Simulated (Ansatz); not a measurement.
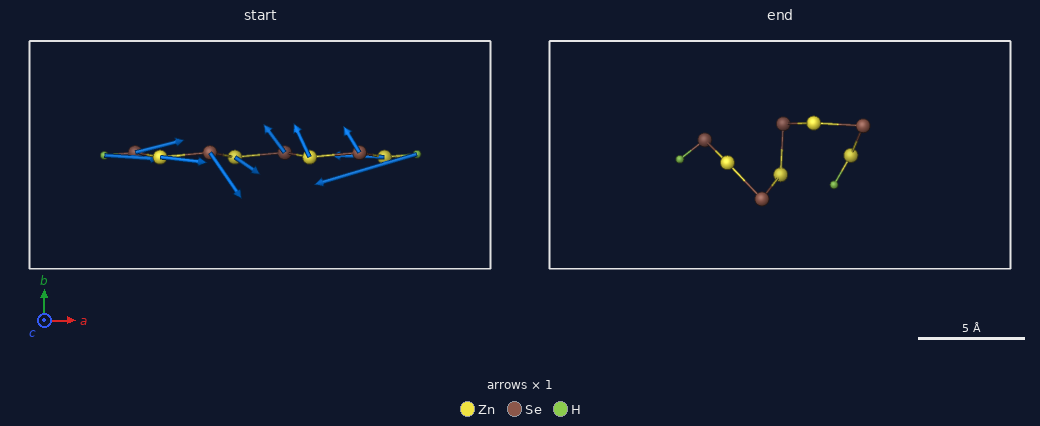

The structure of a wire of composition Zn$_{2}$HSe$_{2}$ before (left) and after (right) a relaxation, at one scale. The blue arrows give the displacements (the part carried along by the change of the cell is left out), at their true length.

The picture is a ball-and-stick view of the cell of the calculation, with the vacuum cut short, seen along the c axis.

Case: zigzag ribbon, 4 formula units a period, edges capped with H, edge spins opposed.

Method: Ansatz, DFT PBE, scalar-relativistic, plane waves, PAW. Set-up: plane-wave cutoff 420 eV; k-point mesh 1 × 1 × 13; occupations gaussian; smearing width 0.05 eV; collinear spin; cell relaxed at fixed a, b, alpha, beta, gamma; force threshold 0.02 eV/Å; at most 45 steps.

What changed between the two?

The run was cut off at its time limit before the relaxation converged, so the last structure is only a point on the way. After 40 accepted moves (42 points after the start) the energy has fallen by 1.087 eV per cell of the calculation. Largest force component: 0.82 eV/Å at the start, 0.34 eV/Å at the end. The line search rejected the trial steps at points 7, 27 of the run. An H atom moves most relative to the centre of the atoms: 5.09 Å. Largest moves by element: H 5.09 Å, Se 2.67 Å, Zn 2.54 Å. Along the periodic axis the drawn cell goes c 4.089 → 3.933 Å (−3.8 %). Near-neighbour distances that change, for instance: Se–Zn 2.371 → 2.485 Å, Se–Zn 2.371 → 2.439 Å, H–Zn 1.550 → 1.604 Å, Se–Zn 2.371 → 2.416 Å. Among the angles between lasting bonds that change: Zn–Se–Zn 119.2° → 78.2°, Zn–Se–Zn 119.2° → 84.8°, Zn–Se–Zn 119.2° → 92.6°. The program noted that the starting moments weren't kept.
